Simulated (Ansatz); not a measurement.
# Energy of Hf along a strain of the cell

System: Hf (2 atoms in the cell).
Method: DFT, PBE, all-electron LAPW, scalar-relativistic, no spin polarisation (Ansatz 0.2.0).

The 6 runs differ only in the geometry, by a strain of the cell at fixed fractional positions. Against run 4, the strain is εxx = η and εyy = η. The structure derives from an entry of the Crystallography Open Database.

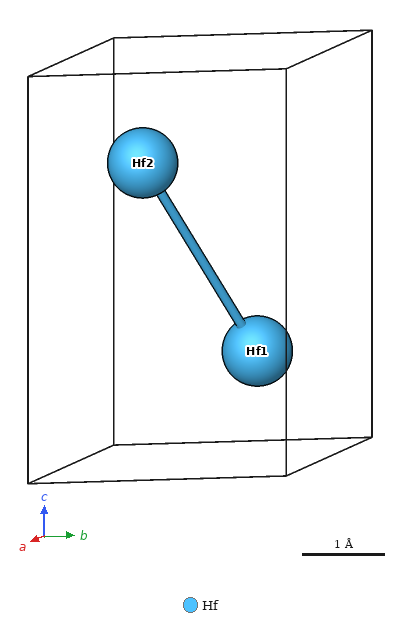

Figure 1. The structure of run 4 (ball-and-stick view of the cell of the calculation, seen slightly off an axis; atoms are numbered from 1 in the order of the input).

**Input of run 4**
```yaml
crystal:
  lattice:
    - [3.2286655094, 0.0, 0.0]
    - [-1.6143327547, 2.7961063515, 0.0]
    - [0.0, 0.0, 5.0578]
  atoms:
    - { symbol: Hf, position: [0.3333333333, 0.6666666667, 0.25] }
    - { symbol: Hf, position: [0.6666666667, 0.3333333333, 0.75] }
kpoints:
  mp_grid: { grid: [13, 13, 7] }
  band_path:
    path:
      - [0.0, 0.0, 0.0]
      - [0.5, 0.0, 0.0]
      - [0.3333333333, 0.3333333333, 0.0]
      - [0.0, 0.0, 0.0]
      - [0.0, 0.0, 0.5]
      - [0.5, 0.0, 0.5]
      - [0.3333333333, 0.3333333333, 0.5]
      - [0.0, 0.0, 0.5]
      - [0.5, 0.0, 0.5]
    npoints: 5
scf:
  occupations: { method: fermi_dirac, width: 0.05 }
hamiltonian:
  xc: pbe
  pseudopotentials: { kind: all_electron, lapw: { basis_error: 0.0005 } }
output:
  forces: true
  stress: true
  eigenvalues: true
```

Command:
```bash
ansatz run input.yaml --threads 1 --pin off --max-ram 3072MiB --backend cpu --events-out ev --progress --plain --runs-dir out
```

Lattice vectors (Å) and fractional positions of run 4:
```
   3.228666    0.000000    0.000000
  -1.614333    2.796106    0.000000
   0.000000    0.000000    5.057800
Hf  0.333333  0.666667  0.250000
Hf  0.666667  0.333333  0.750000
```

Run 3 differs from it as follows:
```diff
-    - [3.2286655094, 0.0, 0.0]
-    - [-1.6143327547, 2.7961063515, 0.0]
+    - [3.164731539, 0.0, 0.0]
+    - [-1.5823657695, 2.7407379089, 0.0]
```

**Results, with one run withheld**

```csv
run,strain parameter η (%),"free energy per atom, from the lowest run given (meV)",pressure (GPa)
1,−3.9604,39.59,8.08
2,−2.9703,18.27,5.48
3,−1.9802,?,?
4,0.0000,0.00,−1.29
5,0.9901,7.92,−3.22
6,1.9802,22.19,−4.99
```

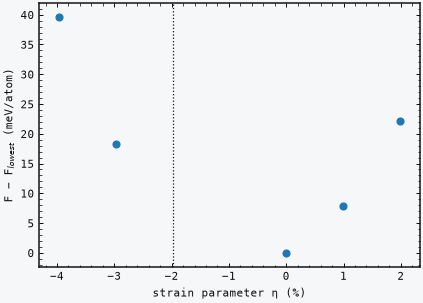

Figure 2. Free energy per atom of the runs given; the dotted line marks run 3.

What should run 3 give?

A cubic polynomial in the coordinate, fitted to the 5 runs given, misses them by at most 0.01 meV per atom. With x = η + 0.7921, it reads F = −1.4779 − 0.93266 x + 3.5939 x² − 0.064085 x³ (meV per atom). At run 3 it gives 4.81 meV per atom, and the run itself gives 4.80. The fit has its minimum at η = −0.6619 %.

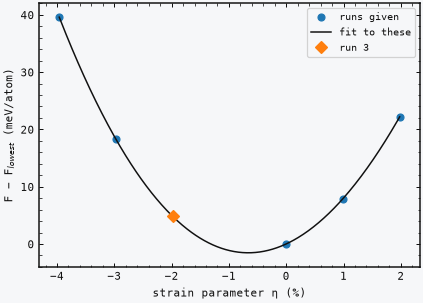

Figure 3. The fit and the withheld run.

**Output, shortened to warnings, some set-up lines, iterations and results (run 3)**
```
Basis set: ecut = 232.22632299305047 eV, 337 PW (Γ), exchange–correlation at level 2
Symmetry: 24 space group operations
k-points: 84 of 1183
Initial density: superposition of atomic densities (chi_scale 0.1, normalization cell)
[...]
SCF iter   1: F=—  HF=-820500.711838 eV  |F-HF|=—  |Δ(HF+E_count)|=         —  Δρ=2.35e-2  dr2=2.12e-1  ethr=2.93e-4  ⟨swp⟩=2.6  Hψ=22910  notcnv=0
SCF iter   2: F=—  HF=-820500.534015 eV  |F-HF|=—  |Δ(HF+E_count)|=   1.78e-1  Δρ=1.46e-2  dr2=9.35e-2  ethr=2.93e-4  ⟨swp⟩=2.0  Hψ=11676  notcnv=0
SCF iter   3: F=—  HF=-820500.503826 eV  |F-HF|=—  |Δ(HF+E_count)|=   3.02e-2  Δρ=1.05e-2  dr2=5.15e-2  ethr=1.30e-4  ⟨swp⟩=2.0  Hψ=11036  notcnv=0
SCF iter   4: F=—  HF=-820500.484958 eV  |F-HF|=—  |Δ(HF+E_count)|=   1.89e-2  Δρ=5.58e-3  dr2=1.63e-2  ethr=7.16e-5  ⟨swp⟩=2.0  Hψ=10395  notcnv=0
SCF iter   5: F=—  HF=-820500.484312 eV  |F-HF|=—  |Δ(HF+E_count)|=         —  Δρ=1.21e-3  dr2=8.16e-4  ethr=1.13e-6  ⟨swp⟩=2.0  Hψ=18559  notcnv=0
SCF iter   6: F=—  HF=-820500.484387 eV  |F-HF|=—  |Δ(HF+E_count)|=   7.50e-5  Δρ=3.68e-4  dr2=6.55e-5  ethr=1.13e-6  ⟨swp⟩=2.0  Hψ=11047  notcnv=0
SCF iter   7: F=—  HF=-820500.484386 eV  |F-HF|=—  |Δ(HF+E_count)|=   1.61e-6  Δρ=1.12e-4  dr2=7.44e-6  ethr=9.10e-8  ⟨swp⟩=2.0  Hψ=11047  notcnv=0
SCF iter   8: F=—  HF=-820500.484385 eV  |F-HF|=—  |Δ(HF+E_count)|=   9.52e-7  Δρ=2.79e-5  dr2=4.69e-7  ethr=1.03e-8  ⟨swp⟩=2.0  Hψ=11047  notcnv=0
SCF iter   9: F=-820500.484384 eV  HF=-820500.484384 eV  |F-HF|=1.46e-8  |Δ(HF+E_count)|=   8.35e-8  Δρ=1.08e-5  dr2=5.61e-8  ethr=6.51e-10  ⟨swp⟩=2.0  Hψ=11047  notcnv=0
SCF 1 converged in 9 iterations: F = -820500.484384 eV  dr2 = 5.61e-8
NSCF: frozen V_eff on 41 k-points
SCF converged after 9 iterations
Free energy (F): -820500.484384 eV
Harris-Foulkes:  -820500.484384 eV  (|F-HF|=1.46e-8)
Internal energy: -820500.470913 eV  (E = F + TS)
E sigma→0 (E₀):  -820500.477649 eV
Entropy (-TS):   -0.013471 eV (-6.736 meV/atom)
Fermi energy:    20.662789 eV
--- Per-component energies (eV) ---
  E_band       = -3498.309236
  E_kinetic    = 912960.599440
  E_xc         = -16830.837589
  E_electrostatic = -1716630.232764  (all electrons and nuclei)
  E_smearing   = -0.013471  (= −TS)
  E_closure    = 0.000000  (closes the sum)
  E_atoms      = -820485.842060  (free atoms, spherical and without spin; not in F)
  Σ components = -820500.484384   (vs F -820500.484384, Δ=0.00e0)
  Basis errors (estimates in eV, not in F): energy 1.1e-4 per atom: plane waves 9.2e-5 (4.7e-5 summed), levels above the bands 1.2e-71, relativity 3.6e-8, radial functions 2.1e-5, core shells 2.0e-7; eigenvalues (radial functions only) 5.2e-7; not estimated: angular momenta, meshes, grids; target …
--- Forces (eV/Å), atoms counted from 1 ---
  atom   1  Hf     0.00000000    -0.00000000     0.00000000
  atom   2  Hf     0.00000000     0.00000000     0.00000000
  max |Σ_I F_I| component: 1.48e-16 eV/Å
--- Stress (GPa, compression-positive) ---
        3.494558      -0.000000       0.000000
        0.000000       3.494558       0.000000
        0.000000       0.000000       2.174943
  P = ⅓ Tr σ = 3.0547 GPa (30.547 kbar)
```

Notes: Spin–orbit coupling is left out, which matters for Hf.
